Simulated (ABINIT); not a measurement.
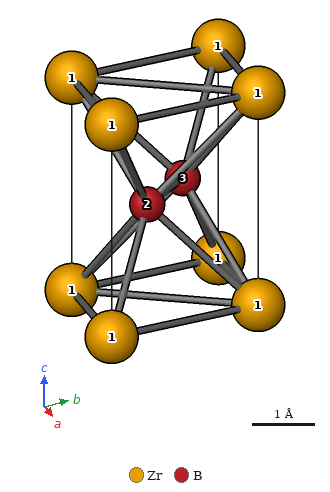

Figure 1. The structure as given in the input (ball-and-stick view of the cell of the calculation, seen slightly off an axis; atoms are numbered from 1 in the order of the input).

# Band-structure run of ZrB2 (part 1 of 4)

ZrB2 (P6/mmm, 3 atoms in the cell), computed with Kohn-Sham DFT of a periodic cell, revPBE, JTH PAW PBE v2.0, no spin polarisation (ABINIT 10.8.3).

The structure derives from an entry of the Crystallography Open Database.

## Log
```
.Version 10.8.3 of ABINIT
 DATASET    1 : space group P6/m m m (#191); Bravais hP (primitive hexag.)
================================================================================
 Values of the parameters that define the memory need for DATASET  1.
     intxc =       0    ionmov =       0      iscf =      17    lmnmax =      18
     lnmax =       6     mgfft =      27  mpssoang =       3    mqgrid =    3001
     natom =       3  nloc_mem =       2    nspden =       1   nspinor =       1
    nsppol =       1      nsym =      24    n1xccc =       1    ntypat =       2
    occopt =       3   xclevel =       2
       mpw =         720          nfft =       15552          nkpt =          70
 PAW method is used; the additional fine FFT grid is defined by:
   mgfftf=        36    nfftf =     36864
================================================================================
================================================================================

 DATASET    2 : space group P6/m m m (#191); Bravais hP (primitive hexag.)
================================================================================
 Values of the parameters that define the memory need for DATASET  2.
     intxc =       0    ionmov =       0      iscf =      -2    lmnmax =      18
     lnmax =       6     mgfft =      27  mpssoang =       3    mqgrid =    3001
     natom =       3  nloc_mem =       2    nspden =       1   nspinor =       1
    nsppol =       1      nsym =      24    n1xccc =       1    ntypat =       2
    occopt =       3   xclevel =       2
       mpw =         719          nfft =       15552          nkpt =          56
 PAW method is used; the additional fine FFT grid is defined by:
   mgfftf=        36    nfftf =     36864
================================================================================
================================================================================

--------------------------------------------------------------------------------
------------- Echo of variables that govern the present computation ------------
--------------------------------------------------------------------------------
 -outvars: echo values of preprocessed input variables --------
            acell      1.8897261259E+00  1.8897261259E+00  1.8897261259E+00 Bohr
              amu      9.12240000E+01  1.08110000E+01
             ecut      1.70000000E+01 Hartree
           enunit           1
           getden1          0
           getden2          1
             iscf1         17
             iscf2         -2
                       outvar_i_n : Printing only first  50 k-points.
              ixc          14
           jdtset        1    2
                       outvar_i_n : Printing only first  50 k-points.
           kptopt1          1
           kptopt2         -7
         kptrlatt       10    0    0      0   10    0      0    0    8
          kptrlen1     5.34112192E+01
          kptrlen2     3.00000000E+01
            natom           3
            nband1         13
            nband2         17
           nbdbuf1          0
           nbdbuf2          2
           ndtset           2
           ndivsm1          0
           ndivsm2          5
            ngfft          24      24      27
          ngfftdg          32      32      36
             nkpt1         70
             nkpt2         56
            nstep         100
             nsym          24
           ntypat           2
                       prtocc : prtvol=0, do not print more k-points.
           occopt           3
        pawecutdg      3.40000000E+01 Hartree
         pawxcdev           0
        prtebands           0
           prteig1          0
           prteig2          1
            prtwf           0
            rprim      3.1700000000E+00  0.0000000000E+00  0.0000000000E+00
                      -1.5850000000E+00  2.7453005300E+00  0.0000000000E+00
                       0.0000000000E+00  0.0000000000E+00  3.5330000000E+00
           shiftk1     0.00000000E+00  0.00000000E+00  0.00000000E+00
           shiftk2     5.00000000E-01  5.00000000E-01  5.00000000E-01
          spgroup         191
           tolvrs1     1.00000000E-09
           tolvrs2     0.00000000E+00
           tolwfr1     0.00000000E+00
           tolwfr2     1.00000000E-12
           tsmear      1.83747000E-03 Hartree
            typat      1  2  2
           useylm           1
                       outvars : Printing only first  50 k-points.
           xangst      0.0000000000E+00  0.0000000000E+00  0.0000000000E+00
                       1.5850000000E+00  9.1510017667E-01  1.7665000000E+00
                      -5.8094647989E-17  1.8302003533E+00  1.7665000000E+00
            xcart      0.0000000000E+00  0.0000000000E+00  0.0000000000E+00
                       2.9952159096E+00  1.7292887117E+00  3.3382012014E+00
                      -1.0978297408E-16  3.4585774233E+00  3.3382012014E+00
             xred      0.0000000000E+00  0.0000000000E+00  0.0000000000E+00
                       6.6666666667E-01  3.3333333333E-01  5.0000000000E-01
                       3.3333333333E-01  6.6666666667E-01  5.0000000000E-01
            znucl       40.00000    5.00000

================================================================================

 chkinp: Checking input parameters for consistency, jdtset=   1.

 chkinp: Checking input parameters for consistency, jdtset=   2.

================================================================================
== DATASET  1 ==================================================================

--- !DatasetInfo
iteration_state: {dtset: 1, }
dimensions: {natom: 3, nkpt: 70, mband: 13, nsppol: 1, nspinor: 1, nspden: 1, mpw: 720, }
cutoff_energies: {ecut:  17.0, pawecutdg:  34.0, }
electrons: {nelect:   1.80000000E+01, charge:   0.00000000E+00, occopt:   3.00000000E+00, tsmear:   1.83747000E-03, }
meta: {optdriver: 0, ionmov: 0, optcell: 0, iscf: 17, paral_kgb: 0, }
...

 Exchange-correlation functional for the present dataset will be:
  GGA: revPBE functional - ixc=14
  Zhang and Yang, PRL 80, 890 (1998)

 Real(R)+Recip(G) space primitive vectors, cartesian coordinates (Bohr,Bohr^-1):
 R(1)=  5.9904318  0.0000000  0.0000000  G(1)=  0.1669329  0.0963787  0.0000000
 R(2)= -2.9952159  5.1878661  0.0000000  G(2)=  0.0000000  0.1927575  0.0000000
 R(3)=  0.0000000  0.0000000  6.6764024  G(3)=  0.0000000  0.0000000  0.1497813
 Unit cell volume ucvol=  2.0748629E+02 bohr^3
 Angles (23,13,12)=  9.00000000E+01  9.00000000E+01  1.20000000E+02 degrees

 Coarse grid specifications (used for wave-functions):

 getcut: wavevector=  0.0000  0.0000  0.0000  ngfft=  24  24  27
         ecut(hartree)=     17.000   => boxcut(ratio)=   2.09817

 Fine grid specifications (used for densities):

 getcut: wavevector=  0.0000  0.0000  0.0000  ngfft=  32  32  36
         ecut(hartree)=     34.000   => boxcut(ratio)=   2.03511

--- Pseudopotential description ------------------------------------------------
- pspini: atom type   1  psp file is ./Zr.GGA_PBE-JTH.xml
 Pseudopotential format is: paw10
 basis_size (lnmax)=  6 (lmn_size= 18), orbitals=   0   0   1   1   2   2
 Spheres core radius: rc_sph= 2.22030268
 Shapefunction is BESSEL type: shapef(r,l)=aa(1,l)*jl(q(1,l)*r)+aa(2,l)*jl(q(2,l)*r)
 Radius for shape functions =  2.22030268
 Compensation charge density is not taken into account in XC energy/potential

- pspini: atom type   2  psp file is ./B.GGA_PBE-JTH.xml
 Pseudopotential format is: paw10
 basis_size (lnmax)=  4 (lmn_size=  8), orbitals=   0   0   1   1
 Spheres core radius: rc_sph= 1.70616958
 Shapefunction is SIN type: shapef(r)=[sin(pi*r/rshp)/(pi*r/rshp)]**2
 Radius for shape functions =  1.40269776
 Compensation charge density is not taken into account in XC energy/potential

   4.31815220E+02                                ecore*ucvol(ha*bohr**3)
--------------------------------------------------------------------------------

================================================================================

--- !BeginCycle
iteration_state: {dtset: 1, }
solver: {iscf: 17, nstep: 100, nline: 4, wfoptalg: 10, }
tolerances: {tolvrs: 1.00E-09, }
...

     iter   Etot(hartree)      deltaE(h)  residm     nres2
 ETOT  1  -53.225189321039    -5.323E+01 3.262E-01 9.404E+00
 ETOT  2  -53.251598913556    -2.641E-02 3.448E-02 6.266E-01
 ETOT  3  -53.252184619650    -5.857E-04 5.588E-03 1.326E-01
 ETOT  4  -53.252281972901    -9.735E-05 1.540E-03 4.693E-04
 ETOT  5  -53.252284717056    -2.744E-06 1.547E-03 6.311E-05
 ETOT  6  -53.252284819620    -1.026E-07 4.752E-04 3.755E-06
 ETOT  7  -53.252284820809    -1.189E-09 4.064E-04 1.284E-07
 ETOT  8  -53.252284821270    -4.618E-10 2.214E-04 1.689E-08
 ETOT  9  -53.252284821206     6.456E-11 1.729E-04 3.831E-10

 At SCF step    9       nres2   =  3.83E-10 < tolvrs=  1.00E-09 =>converged.

 Cartesian components of stress tensor (hartree/bohr^3)
  sigma(1 1)= -1.01737798E-04  sigma(3 2)=  0.00000000E+00
  sigma(2 2)= -1.01737798E-04  sigma(3 1)=  0.00000000E+00
  sigma(3 3)= -1.29045768E-04  sigma(2 1)=  0.00000000E+00

--- !ResultsGS
iteration_state: {dtset: 1, }
comment   : Summary of ground state results
lattice_vectors:
- [  5.9904318,   0.0000000,   0.0000000, ]
- [ -2.9952159,   5.1878661,   0.0000000, ]
- [  0.0000000,   0.0000000,   6.6764024, ]
lattice_lengths: [   5.99043,    5.99043,    6.67640, ]
lattice_angles: [ 90.000,  90.000, 120.000, ] # degrees, (23, 13, 12)
lattice_volume:   2.0748629E+02
convergence: {deltae:  6.456E-11, res2:  3.831E-10, residm:  1.729E-04, diffor: null, }
etotal    :  -5.32522848E+01
entropy   :   0.00000000E+00
fermie    :   4.59881307E-01
cartesian_stress_tensor: # hartree/bohr^3
- [ -1.01737798E-04,   0.00000000E+00,   0.00000000E+00, ]
- [  0.00000000E+00,  -1.01737798E-04,   0.00000000E+00, ]
- [  0.00000000E+00,   0.00000000E+00,  -1.29045768E-04, ]
pressure_GPa:   3.2610E+00
xred      :
- [  0.0000E+00,   0.0000E+00,   0.0000E+00, Zr]
- [  6.6667E-01,   3.3333E-01,   5.0000E-01,  B]
- [  3.3333E-01,   6.6667E-01,   5.0000E-01,  B]
cartesian_forces: # hartree/bohr
- [ -0.00000000E+00,  -2.16261461E-30,  -0.00000000E+00, ]
- [ -0.00000000E+00,   2.37887607E-29,  -0.00000000E+00, ]
- [ -0.00000000E+00,  -2.16261461E-29,  -0.00000000E+00, ]
force_length_stats: {min:   2.16261461E-30, max:   2.37887607E-29, mean:   1.58591738E-29, }
...

 Integrated electronic density in atomic spheres:
 ------------------------------------------------
 Atom  Sphere_radius  Integrated_density
    1        2.22030          9.12470757
    2        1.70617          1.81459776
    3        1.70617          1.81459776

================================================================================

 ----iterations are completed or convergence reached----

 Mean square residual over all n,k,spin=   83.030E-08; max=  17.286E-05
 reduced coordinates (array xred) for    3 atoms
       0.000000000000      0.000000000000      0.000000000000
       0.666666666667      0.333333333333      0.500000000000
       0.333333333333      0.666666666667      0.500000000000
 rms dE/dt=  5.6097E-29; max dE/dt=  1.0097E-28; dE/dt below (all hartree)
    1       0.000000000000      0.000000000000      0.000000000000
    2       0.000000000000     -0.000000000000      0.000000000000
    3       0.000000000000      0.000000000000      0.000000000000

 cartesian coordinates (angstrom) at end:
    1      0.00000000000000     0.00000000000000     0.00000000000000
    2      1.58500000000000     0.91510017666667     1.76650000000000
    3     -0.00000000000000     1.83020035333333     1.76650000000000

 cartesian forces (hartree/bohr) at end:
    1     -0.00000000000000    -0.00000000000000    -0.00000000000000
    2     -0.00000000000000     0.00000000000000    -0.00000000000000
    3     -0.00000000000000    -0.00000000000000    -0.00000000000000
 frms,max,avg= 1.0740744E-29 2.3788761E-29   0.000E+00  0.000E+00  0.000E+00 h/b

 cartesian forces (eV/Angstrom) at end:
    1     -0.00000000000000    -0.00000000000000    -0.00000000000000
    2     -0.00000000000000     0.00000000000000    -0.00000000000000
    3     -0.00000000000000    -0.00000000000000    -0.00000000000000
 frms,max,avg= 5.5231126E-28 1.2232673E-27   0.000E+00  0.000E+00  0.000E+00 e/A
 length scales=  1.889726125908  1.889726125908  1.889726125908 bohr
              =  1.000000000000  1.000000000000  1.000000000000 angstroms
 Fermi (or HOMO) energy (eV) =  12.51401   Average Vxc (eV)= -12.43437
 Eigenvalues (   eV  ) for nkpt=  70  k points:
 kpt#   1, nband= 13, wtk=  0.00125, kpt=  0.0000  0.0000  0.0000 (reduced coord)
 -36.07058  -14.24802  -13.70301  -13.70301   -0.17863    9.97221    9.97221   10.01609
  10.24023   15.99613   15.99613   16.78783   16.78784
 prteigrs : prtvol=0 or 1, do not print more k-points.

--- !EnergyTerms
iteration_state     : {dtset: 1, }
comment             : Components of total free energy in Hartree
kinetic             :  1.57139418510969E+01
hartree             :  6.87404694543988E+00
xc                  : -9.12959981173352E+00
Ewald energy        : -4.82953939517116E+01
psp_core            :  2.08117475966509E+00
local_psp           : -3.20575452631184E+01
PAW spherical_terms :  1.15611943960644E+01
internal            : -5.32521810742973E+01
'-kT*entropy'       : -1.04795025798758E-04
total_energy        : -5.32522858693231E+01
total_energy_eV     : -1.44906851927155E+03
...

--- !EnergyTermsDC
iteration_state     : {dtset: 1, }
comment             : '"Double-counting" decomposition of free energy'
band_energy         : -3.05865001927620E+00
Ewald energy        : -4.82953939517116E+01
psp_core            :  2.08117475966509E+00
xc_dc               : -5.37722725687195E+00
PAW spherical_terms :  1.39791644201462E+00
internal            : -5.32521800261800E+01
'-kT*entropy'       : -1.04795025798758E-04
total_energy_dc     : -5.32522848212058E+01
total_energy_dc_eV  : -1.44906849075082E+03
...

--- !EnergyTermsWithPAWCore
iteration_state     : {dtset: 1, }
comment             : 'Components of total free energy, including PAW core contributions'
Total energy        : -3.64884540884313E+03
Total energy DC     : -3.64884540779501E+03
Total energy (eV)   : -9.92901417719048E+04
Total energy DC (eV): -9.92901417433840E+04
...

 Cartesian components of stress tensor (hartree/bohr^3)
  sigma(1 1)= -1.01737798E-04  sigma(3 2)=  0.00000000E+00
  sigma(2 2)= -1.01737798E-04  sigma(3 1)=  0.00000000E+00
  sigma(3 3)= -1.29045768E-04  sigma(2 1)=  0.00000000E+00

-Cartesian components of stress tensor (GPa)         [Pressure=  3.2610E+00 GPa]
- sigma(1 1)= -2.99322937E+00  sigma(3 2)=  0.00000000E+00
- sigma(2 2)= -2.99322937E+00  sigma(3 1)=  0.00000000E+00
- sigma(3 3)= -3.79665758E+00  sigma(2 1)=  0.00000000E+00

================================================================================
== DATASET  2 ==================================================================

--- !DatasetInfo
iteration_state: {dtset: 2, }
dimensions: {natom: 3, nkpt: 56, mband: 17, nsppol: 1, nspinor: 1, nspden: 1, mpw: 719, }
cutoff_energies: {ecut:  17.0, pawecutdg:  34.0, }
electrons: {nelect:   1.80000000E+01, charge:   0.00000000E+00, occopt:   3.00000000E+00, tsmear:   1.83747000E-03, }
meta: {optdriver: 0, ionmov: 0, optcell: 0, iscf: -2, paral_kgb: 0, }
...

 mkfilename : getden/=0, take file _DEN from output of DATASET   1.
```
